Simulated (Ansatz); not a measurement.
# TiSi$_{6}$: single-point calculation (part 2 of 2)

Continued. System: TiSi$_{6}$ (slab, 7 atoms in the cell). Method: DFT, PBEsol, plane waves, PAW, spin-polarised (Ansatz 0.2.0); cutoff 420 eV, 8×8×1 k-mesh, tetrahedron occupations, collinear spins. The structure derives from an entry of the Crystallography Open Database.

Geometry of the input (Å; fractional positions):
```
3.8417  0.0000  0.0000
0.0000  3.8417  0.0000
0.0000  0.0000  25.7913
Si 0.0000  0.5000  0.3296
Si 0.0000  0.0000  0.3822
Si 0.5000  0.0000  0.4349
Si 0.5000  0.5000  0.4872
Si 0.0000  0.5000  0.5405
Si 0.0000  0.0000  0.5924
Ti 0.0000  0.0000  0.6869
```

## The program's output, continued
```
SCF iter   1: F=—  HF=-6198.347112 eV  |F-HF|=—  |Δ(HF+E_count)|=         —  Δρ=2.54e-2 (↑2.54e-2 ↓1.62e-2)  dr2=3.11e1  dr2_m=6.94e-1  M=1.502 μB ∫|m|=1.596 μB  β_m=0.30  ethr=3.10e-3  p=-0.000 e·Å  D=-4.22e-7 V/Å  ΔV_dip=0.00 eV  dr2_dipole=1.47e1  V_vac-E_F(+/−)=5.83/5.83 eV  ⟨swp⟩=8.9  Hψ=8350  notcnv=0
efield: sawtooth ramp at fractional position 0.9883 (placed from the atoms, in the widest stretch of the axis that holds none; the zero of the levels goes with the place), width 0.0400; the density the first Hamiltonian is built on has a dipole p = -0.000 e·Å; the dipole correction subtracts the counter field D = -4.22e-7 V/Å, which shifts the + side's vacuum level by +0.00 eV against the − side's; the planar-averaged density in the ramp window peaks in size at 1.4e-6 e/Å³
preconditioner: auto → none  [metal: no gap  n_scr=42 (ndim 8)  ℏωp=10.1 eV  f_vac=0.471  sad-step TF]
SCF iter   2: F=—  HF=-6197.584564 eV  |F-HF|=—  |Δ(HF+E_count)|=   7.63e-1  Δρ=1.57e-2 (↑1.57e-2 ↓1.27e-2)  dr2=5.62e0  dr2_m=7.98e-2  M=2.461 μB ∫|m|=2.591 μB  β_m=1.00  ethr=3.10e-3  p=0.000 e·Å  D=7.85e-6 V/Å  ΔV_dip=-0.00 eV  dr2_dipole=9.41e-2  V_vac-E_F(+/−)=6.27/6.27 eV  ⟨swp⟩=2.9  Hψ=2409  notcnv=0  defer=102  κ⁻¹=1.0e0(r=1)
SCF iter   3: F=—  HF=-6197.038839 eV  |F-HF|=—  |Δ(HF+E_count)|=   5.46e-1  Δρ=9.54e-3 (↑9.54e-3 ↓7.37e-3)  dr2=5.67e0  dr2_m=8.51e-2  M=2.322 μB ∫|m|=2.534 μB  β_m=0.30  ethr=3.10e-3  p=0.168 e·Å  D=7.97e-2 V/Å  ΔV_dip=-2.06 eV  dr2_dipole=6.77e-3  V_vac-E_F(+/−)=2.94/5.00 eV  ⟨swp⟩=4.7  Hψ=4171  notcnv=0  defer=94  κ⁻¹=4.1e-1(r=2)
SCF iter   4: F=—  HF=-6197.228456 eV  |F-HF|=—  |Δ(HF+E_count)|=   1.90e-1  Δρ=9.18e-3 (↑9.18e-3 ↓7.94e-3)  dr2=3.03e1  dr2_m=1.32e-2  M=2.678 μB ∫|m|=2.796 μB  β_m=1.00  ethr=3.10e-3  p=0.228 e·Å  D=1.09e-1 V/Å  ΔV_dip=-2.80 eV  dr2_dipole=1.77e1  V_vac-E_F(+/−)=3.58/6.38 eV  ⟨swp⟩=3.5  Hψ=2870  notcnv=0  defer=97  κ⁻¹=5.4e-2(r=3)
SCF iter   5: F=—  HF=-6196.685449 eV  |F-HF|=—  |Δ(HF+E_count)|=   5.43e-1  Δρ=1.08e-2 (↑1.08e-2 ↓5.83e-3)  dr2=5.57e0  dr2_m=1.18e-1  M=2.055 μB ∫|m|=2.260 μB  β_m=0.30  ethr=3.10e-3  p=0.110 e·Å  D=5.24e-2 V/Å  ΔV_dip=-1.35 eV  dr2_dipole=3.25e0  V_vac-E_F(+/−)=4.10/5.45 eV  ⟨swp⟩=2.7  Hψ=2160  notcnv=0  defer=93  κ⁻¹=1.3e-3(r=4)
SCF iter   6: F=—  HF=-6196.563781 eV  |F-HF|=—  |Δ(HF+E_count)|=   1.22e-1  Δρ=3.33e-3 (↑3.33e-3 ↓2.28e-3)  dr2=1.20e-1  dr2_m=1.16e-2  M=2.399 μB ∫|m|=2.594 μB  β_m=0.30  ethr=3.10e-3  p=0.150 e·Å  D=7.15e-2 V/Å  ΔV_dip=-1.85 eV  dr2_dipole=1.24e-2  V_vac-E_F(+/−)=3.65/5.49 eV  ⟨swp⟩=1.9  Hψ=1546  notcnv=0  defer=91  κ⁻¹=7.4e-4(r=5)
SCF iter   7: F=—  HF=-6196.565031 eV  |F-HF|=—  |Δ(HF+E_count)|=   1.25e-3  Δρ=1.88e-3 (↑1.88e-3 ↓1.21e-3)  dr2=4.92e-2  dr2_m=5.27e-3  M=2.430 μB ∫|m|=2.628 μB  β_m=1.00  ethr=3.32e-4  p=0.165 e·Å  D=7.84e-2 V/Å  ΔV_dip=-2.02 eV  dr2_dipole=2.59e-2  V_vac-E_F(+/−)=3.49/5.51 eV  ⟨swp⟩=2.7  Hψ=2036  notcnv=0  defer=96  κ⁻¹=1.0e-4(r=6)
SCF iter   8: F=—  HF=-6196.573612 eV  |F-HF|=—  |Δ(HF+E_count)|=   8.58e-3  Δρ=8.57e-4 (↑8.57e-4 ↓5.45e-4)  dr2=6.00e-3  dr2_m=5.36e-4  M=2.439 μB ∫|m|=2.650 μB  β_m=0.30  ethr=1.37e-4  p=0.154 e·Å  D=7.32e-2 V/Å  ΔV_dip=-1.89 eV  dr2_dipole=2.17e-3  V_vac-E_F(+/−)=3.57/5.46 eV  ⟨swp⟩=2.6  Hψ=1698  notcnv=0  defer=96  κ⁻¹=2.5e-5(r=7)
SCF iter   9: F=—  HF=-6196.574701 eV  |F-HF|=—  |Δ(HF+E_count)|=   1.09e-3  Δρ=3.95e-4 (↑3.95e-4 ↓3.09e-4)  dr2=1.79e-3  dr2_m=2.16e-4  M=2.454 μB ∫|m|=2.665 μB  β_m=1.00  ethr=1.67e-5  p=0.157 e·Å  D=7.47e-2 V/Å  ΔV_dip=-1.93 eV  dr2_dipole=8.57e-4  V_vac-E_F(+/−)=3.54/5.46 eV  ⟨swp⟩=3.0  Hψ=2018  notcnv=0  defer=96  κ⁻¹=2.2e-6(r=8)
SCF iter  10: F=—  HF=-6196.575781 eV  |F-HF|=—  |Δ(HF+E_count)|=   1.08e-3  Δρ=3.12e-4 (↑3.12e-4 ↓1.19e-4)  dr2=2.14e-3  dr2_m=1.05e-4  M=2.471 μB ∫|m|=2.684 μB  β_m=0.30  ethr=4.96e-6  p=0.163 e·Å  D=7.73e-2 V/Å  ΔV_dip=-1.99 eV  dr2_dipole=1.05e-3  V_vac-E_F(+/−)=3.47/5.46 eV  ⟨swp⟩=3.2  Hψ=2117  notcnv=0  defer=96  κ⁻¹=6.3e-7(r=8)
SCF iter  11: F=—  HF=-6196.575866 eV  |F-HF|=—  |Δ(HF+E_count)|=   8.53e-5  Δρ=1.41e-4 (↑1.41e-4 ↓1.08e-4)  dr2=8.22e-5  dr2_m=3.81e-5  M=2.485 μB ∫|m|=2.696 μB  β_m=1.00  ethr=4.96e-6  p=0.163 e·Å  D=7.73e-2 V/Å  ΔV_dip=-1.99 eV  dr2_dipole=9.62e-6  V_vac-E_F(+/−)=3.47/5.46 eV  ⟨swp⟩=1.8  Hψ=1376  notcnv=0  defer=96  κ⁻¹=2.1e-7(r=8)
SCF iter  12: F=—  HF=-6196.575807 eV  |F-HF|=—  |Δ(HF+E_count)|=   5.93e-5  Δρ=1.01e-4 (↑1.01e-4 ↓7.22e-5)  dr2=1.46e-4  dr2_m=1.73e-5  M=2.501 μB ∫|m|=2.712 μB  β_m=1.00  ethr=2.28e-7  p=0.163 e·Å  D=7.76e-2 V/Å  ΔV_dip=-2.00 eV  dr2_dipole=6.78e-5  V_vac-E_F(+/−)=3.46/5.46 eV  ⟨swp⟩=3.9  Hψ=2866  notcnv=0  defer=96  κ⁻¹=3.1e-8(r=8)
SCF iter  13: F=—  HF=-6196.575807 eV  |F-HF|=—  |Δ(HF+E_count)|=   6.47e-8  Δρ=6.90e-5 (↑6.90e-5 ↓4.13e-5)  dr2=3.00e-5  dr2_m=8.96e-6  M=2.506 μB ∫|m|=2.718 μB  β_m=0.30  ethr=2.28e-7  p=0.163 e·Å  D=7.77e-2 V/Å  ΔV_dip=-2.00 eV  dr2_dipole=1.17e-5  V_vac-E_F(+/−)=3.46/5.46 eV  ⟨swp⟩=2.9  Hψ=2186  notcnv=0  defer=96  κ⁻¹=3.8e-7(r=8)
SCF iter  14: F=—  HF=-6196.575809 eV  |F-HF|=—  |Δ(HF+E_count)|=   2.77e-6  Δρ=4.79e-5 (↑4.79e-5 ↓3.64e-5)  dr2=1.08e-5  dr2_m=5.75e-6  M=2.508 μB ∫|m|=2.719 μB  β_m=0.30  ethr=8.33e-8  p=0.163 e·Å  D=7.77e-2 V/Å  ΔV_dip=-2.00 eV  dr2_dipole=6.27e-6  V_vac-E_F(+/−)=3.46/5.46 eV  ⟨swp⟩=2.3  Hψ=1533  notcnv=0  defer=96  κ⁻¹=8.5e-6(r=8)
SCF iter  15: F=—  HF=-6196.575803 eV  |F-HF|=—  |Δ(HF+E_count)|=   6.74e-6  Δρ=3.68e-5 (↑3.68e-5 ↓3.57e-5)  dr2=8.77e-7  dr2_m=4.37e-6  M=2.510 μB ∫|m|=2.721 μB  β_m=1.20  ethr=3.00e-8  p=0.163 e·Å  D=7.77e-2 V/Å  ΔV_dip=-2.00 eV  dr2_dipole=2.80e-8  V_vac-E_F(+/−)=3.46/5.46 eV  ⟨swp⟩=2.4  Hψ=1680  notcnv=0  defer=96
Mixer restart at iter 15: flushing history
spin-set hold released at iteration 15 (site moments contracting): the magnetisation degrees of freedom join the quasi-Newton model from the next iteration; the mixer history was flushed
SCF iter  16: F=—  HF=-6196.575781 eV  |F-HF|=—  |Δ(HF+E_count)|=   2.15e-5  Δρ=4.76e-5 (↑4.76e-5 ↓1.83e-5)  dr2=1.01e-4  dr2_m=2.71e-6  M=2.513 μB ∫|m|=2.724 μB  β_m=1.20  ethr=2.44e-9  p=0.163 e·Å  D=7.76e-2 V/Å  ΔV_dip=-2.00 eV  dr2_dipole=6.11e-5  V_vac-E_F(+/−)=3.46/5.46 eV  ⟨swp⟩=4.1  Hψ=3531  notcnv=0  defer=96  κ⁻¹=1.0e0(r=1)
SCF iter  17: F=—  HF=-6196.575778 eV  |F-HF|=—  |Δ(HF+E_count)|=   3.71e-6  Δρ=3.38e-5 (↑3.38e-5 ↓2.54e-5)  dr2=2.31e-5  dr2_m=2.25e-6  M=2.516 μB ∫|m|=2.727 μB  β_m=1.20  ethr=2.44e-9  p=0.163 e·Å  D=7.77e-2 V/Å  ΔV_dip=-2.00 eV  dr2_dipole=1.27e-5  V_vac-E_F(+/−)=3.45/5.46 eV  ⟨swp⟩=3.6  Hψ=2013  notcnv=0  defer=96  κ⁻¹=4.3e-3(r=2)
SCF iter  18: F=—  HF=-6196.575767 eV  |F-HF|=—  |Δ(HF+E_count)|=   1.06e-5  Δρ=2.40e-5 (↑2.40e-5 ↓1.99e-5)  dr2=4.13e-6  dr2_m=1.15e-6  M=2.517 μB ∫|m|=2.728 μB  β_m=1.20  ethr=2.44e-9  p=0.163 e·Å  D=7.77e-2 V/Å  ΔV_dip=-2.00 eV  dr2_dipole=3.43e-7  V_vac-E_F(+/−)=3.46/5.46 eV  ⟨swp⟩=3.6  Hψ=2766  notcnv=0  defer=96  κ⁻¹=1.4e-3(r=3)
SCF iter  19: F=—  HF=-6196.575759 eV  |F-HF|=—  |Δ(HF+E_count)|=   8.19e-6  Δρ=1.78e-5 (↑1.78e-5 ↓1.42e-5)  dr2=1.71e-6  dr2_m=4.67e-7  M=2.520 μB ∫|m|=2.731 μB  β_m=1.20  ethr=2.44e-9  p=0.163 e·Å  D=7.77e-2 V/Å  ΔV_dip=-2.00 eV  dr2_dipole=4.03e-7  V_vac-E_F(+/−)=3.46/5.46 eV  ⟨swp⟩=3.6  Hψ=3036  notcnv=0  defer=96  κ⁻¹=6.1e-4(r=4)
SCF iter  20: F=—  HF=-6196.575749 eV  |F-HF|=—  |Δ(HF+E_count)|=   1.02e-5  Δρ=7.46e-6 (↑7.46e-6 ↓7.00e-6)  dr2=3.84e-7  dr2_m=7.76e-8  M=2.523 μB ∫|m|=2.733 μB  β_m=1.20  ethr=2.44e-9  p=0.163 e·Å  D=7.77e-2 V/Å  ΔV_dip=-2.00 eV  dr2_dipole=1.24e-7  V_vac-E_F(+/−)=3.45/5.46 eV  ⟨swp⟩=3.5  Hψ=3220  notcnv=0  defer=96  κ⁻¹=5.2e-4(r=5)
SCF iter  21: F=—  HF=-6196.575749 eV  |F-HF|=—  |Δ(HF+E_count)|=   6.59e-7  Δρ=7.12e-6 (↑7.12e-6 ↓3.30e-6)  dr2=1.56e-6  dr2_m=3.54e-8  M=2.523 μB ∫|m|=2.734 μB  β_m=1.20  ethr=1.07e-9  p=0.163 e·Å  D=7.76e-2 V/Å  ΔV_dip=-2.00 eV  dr2_dipole=7.36e-7  V_vac-E_F(+/−)=3.46/5.46 eV  ⟨swp⟩=3.0  Hψ=2252  notcnv=0  defer=96  κ⁻¹=1.4e-4(r=6)
SCF iter  22: F=—  HF=-6196.575750 eV  |F-HF|=—  |Δ(HF+E_count)|=   9.85e-7  Δρ=2.34e-6 (↑2.34e-6 ↓1.93e-6)  dr2=5.32e-8  dr2_m=1.39e-9  M=2.523 μB ∫|m|=2.734 μB  β_m=1.20  ethr=2.78e-10  p=0.163 e·Å  D=7.76e-2 V/Å  ΔV_dip=-2.00 eV  dr2_dipole=1.62e-8  V_vac-E_F(+/−)=3.46/5.46 eV  ⟨swp⟩=9.2  Hψ=6593  notcnv=0  κ⁻¹=5.7e-5(r=7)
SCF iter  23: F=-6196.575750 eV  HF=-6196.575750 eV  |F-HF|=2.37e-9  |Δ(HF+E_count)|=   4.47e-7  Δρ=1.54e-6 (↑1.54e-6 ↓1.21e-6)  dr2=9.96e-9  dr2_m=7.19e-10  M=2.523 μB ∫|m|=2.734 μB  ethr=1.48e-10  p=0.163 e·Å  D=7.76e-2 V/Å  ΔV_dip=-2.00 eV  dr2_dipole=7.89e-10  V_vac-E_F(+/−)=3.46/5.46 eV  ⟨swp⟩=3.6  Hψ=3298  notcnv=0
SCF 1 converged in 23 iterations: F = -6196.575750 eV  dr2 = 9.96e-9
  greatest PAW one-centre occupation: 0.999 electrons in one spin orbital (limit 2), on the Ti atom at site 6 (counted from 0), in its partial waves of l = 0
```

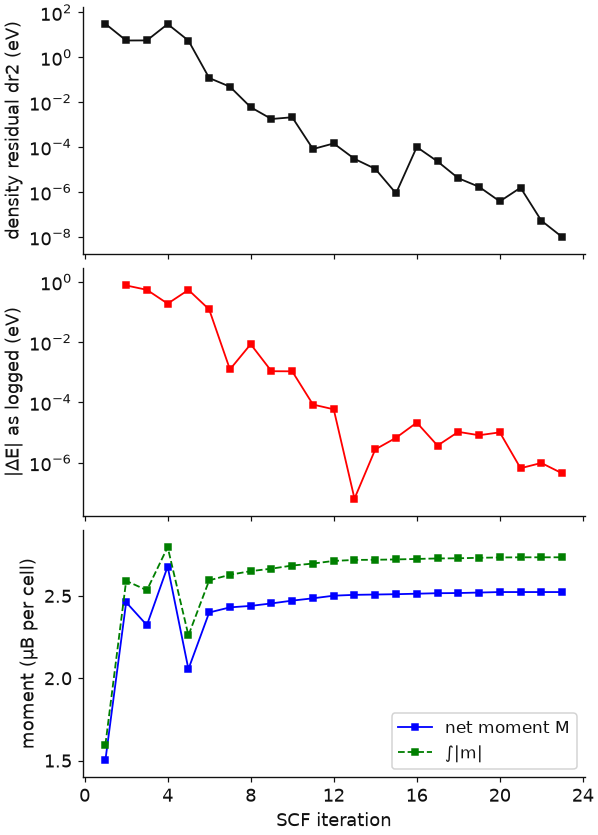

Figure 1. Convergence of the self-consistent field: density residual dr2, size of the energy change and magnetic moment against the SCF iteration. The residual falls unevenly and jumps up by a factor of two or more 3 times on the way down. The net moment goes from 1.5 to 2.5 μB per cell.

```
this state was not tested for a lower state beside it, because cold or Methfessel-Paxton smearing, or corrected tetrahedra, fill the levels in a way that the test cannot read (fill_not_monotonic; see scf.lower_state_search)
SCF converged after 23 iterations
Magnetization: 2.5234 μB (19.2617 up, 16.7383 down)
Absolute magnetization: 2.7349 μB (∫|ρ↑−ρ↓|, with the PAW one-centre terms)
Spin contamination: 0.0996 ħ² per cell (⟨S²⟩ above its minimum at these occupations)
Per-site moments (μB) at R_I (Å): [(0.03251976250333985, 0.9704316149890918), (0.010562278910014797, 0.9704316149890918), (0.002383071550460431, 0.9684600223080924), (0.0003217967374724838, 0.9684600223080924), (0.0018214652879934656, 0.9655628465065493), (-0.025917210398641054, 0.9655628465065493), (1.4436396250512884, 1.005746984195754)]
Free energy (F): -6196.575750 eV
Harris-Foulkes:  -6196.575750 eV  (|F-HF|=2.37e-9)
Internal energy: -6196.575688 eV  (E = F + TS)
E sigma→0 (E₀):  -6196.575750 eV
Entropy (-TS):   -0.000062 eV (-0.009 meV/atom)
Fermi energy:    -0.248850 eV
Dipole field:    D = 0.077597 V/Å  (p = 0.163233 e·Å, saw-weighted, corrected)
Work function:   Φ+ = 3.4557 eV   Φ− = 5.4570 eV
Levels:          The Fermi level and band energies are counted from a zero that moves with the ramp; work functions are not
--- Per-component energies (eV) ---
  E_band       = -435.636273
  E_kinetic    = 501.604355
  E_local      = -11907.551658  (includes V_loc(G=0)·N_el)
  E_nonlocal   = 170.831693
  E_hartree    = 5689.700815
  E_xc         = -416.280439
  E_vxc        = -391.047315  (∫ρ·V_xc dr)
  E_paw        = -4016.867739  (= ΣΔE_a)
  E_vpaw       = -186.858127  (= ΣTr[D̂ρ^β])
  E_aug_tail   = 0.000150  (compensation charges beyond the density's cutoff)
  E_efield     = 0.006333  (sawtooth field / dipole correction)
  E_vefield    = -2.015910  (∫n·V_field dr)
  E_ewald      = 3781.652055
  E_core_change = 0.328748  (= ΣΔE_core)
  E_smearing   = -0.000062  (= −TS)
  E_closure    = -0.000000  (closes the sum)
  Σ components = -6196.575750   (vs F -6196.575750, Δ=0.00e0)
--- Forces (eV/Å), atoms counted from 1 ---
  atom   1  Si     0.00000000     0.00000000     0.10135178
  atom   2  Si     0.00000000     0.00000000    -0.05272793
  atom   3  Si     0.00000000     0.00000000    -0.05685694
  atom   4  Si     0.00000000     0.00000000     0.00438557
  atom   5  Si     0.00000000     0.00000000    -0.01173843
  atom   6  Si     0.00000000     0.00000000     0.00876577
  atom   7  Ti     0.00000000     0.00000000     0.00683006
  max |Σ_I F_I| component: 9.88e-6 eV/Å
--- Band table (eV; the first three rows and the last of 50) ---
  k-point 0 ↑: bands = ["-57.8725", "-34.3166", "-34.2791", "-34.1766", "-11.6576", "-10.4753", "-8.7239", "-6.5193", "-4.2451", "-2.7570", "-2.6263", "-2.5504", "-1.7106", "-1.5520", "-1.4178", "-0.9439", "-0.6742", "-0.3020", "-0.1128", "0.1138", "0.1591", "0.5018", "0.8932", "0.9214", "1.5070", "1.9625"]
  k-point 1 ↑: bands = ["-57.8723", "-34.3191", "-34.2790", "-34.1763", "-11.5242", "-10.3524", "-8.5837", "-6.5938", "-4.3918", "-3.4232", "-2.7954", "-2.4490", "-2.1416", "-1.9467", "-1.3518", "-1.0409", "-0.8847", "-0.4061", "-0.1011", "0.0730", "0.2956", "0.4426", "1.1440", "1.6218", "1.8298", "2.4835"]
  k-point 2 ↑: bands = ["-57.8720", "-34.3253", "-34.2785", "-34.1758", "-11.1329", "-10.0120", "-8.1768", "-6.9981", "-5.2170", "-4.1309", "-3.4843", "-2.8567", "-2.1600", "-1.8314", "-1.3231", "-1.1992", "-0.7463", "-0.6159", "-0.2207", "-0.0791", "0.3087", "0.5269", "1.5160", "1.9453", "2.3290", "2.3438"]
  k-point 24 ↓: bands = ["-56.3446", "-32.7486", "-32.7270", "-32.7155", "-7.8559", "-7.8499", "-7.8224", "-7.6288", "-7.1528", "-6.6878", "-3.5317", "-3.5087", "-3.4531", "-3.2361", "-2.0617", "-1.4163", "-0.8053", "-0.7907", "0.4131", "0.8663", "1.1403", "1.5422", "2.2184", "2.2252", "2.2281", "2.4070"]
```

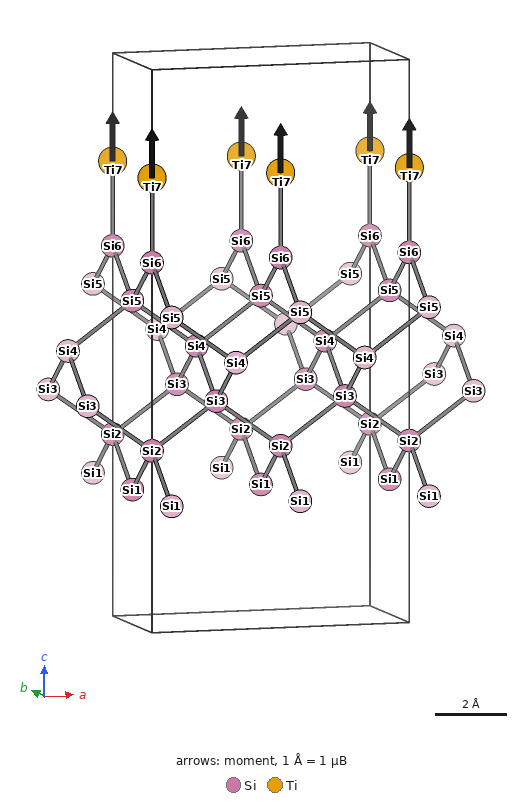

Figure 2. Magnetic moments of the sites as black arrows (ball-and-stick view of the 2 × 1 repeat of the cell, with the vacuum cut short, seen slightly off an axis; neighbours outside the cell are drawn fainter; atoms are numbered from 1 in the order of the input); small moments hardly show. The run is collinear, so the axis drawn is arbitrary. Site moments: Ti7 (1.44 μB). They are counted near the atoms and needn't add up to the moment of the cell.

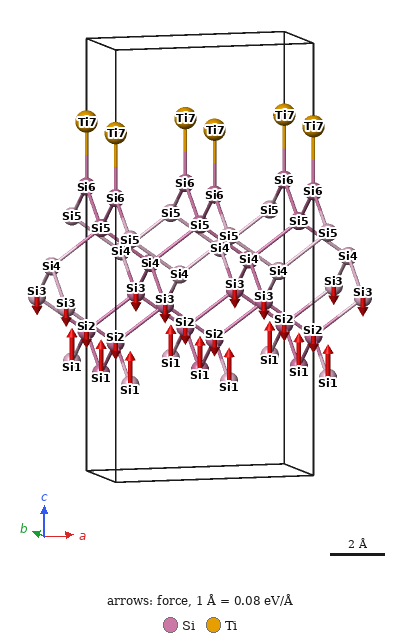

Figure 3. Forces on the atoms as red arrows (ball-and-stick view of the 2 × 1 repeat of the cell, with the vacuum cut short, seen slightly off an axis; neighbours outside the cell are drawn fainter; atoms are numbered from 1 in the order of the input); the smallest are left out. The largest act on Si1 (0.10 eV/Å); Si3 (0.06 eV/Å); Si2 (0.05 eV/Å). The geometry is not a stationary point of this energy.

## Summary

```csv
quantity,value
outcome,converged
electrons treated,36
free energy,−6196.5757 eV
Fermi energy,−0.249 eV
gap on the k-point mesh,none (metallic)
net moment of the cell,2.52 μB
integrated absolute moment,2.73 μB
largest force (length of the vector),0.101 eV/Å
hardware,"2 threads of Intel Xeon (Granite Rapids), 192 GiB of memory available, shared host"
wall time,24 s (CPU time 46 s)
peak memory,0.8 GiB
```

## Remarks

Settings chosen away from the usual ones: scf.lower_state_search set to light; scf.occupations.width removed; scf.occupations.method set to tetrahedron (from gaussian). The program warns: the state was not tested for a lower one; forces and stress from tetrahedron occupations may miss the slope of the energy.
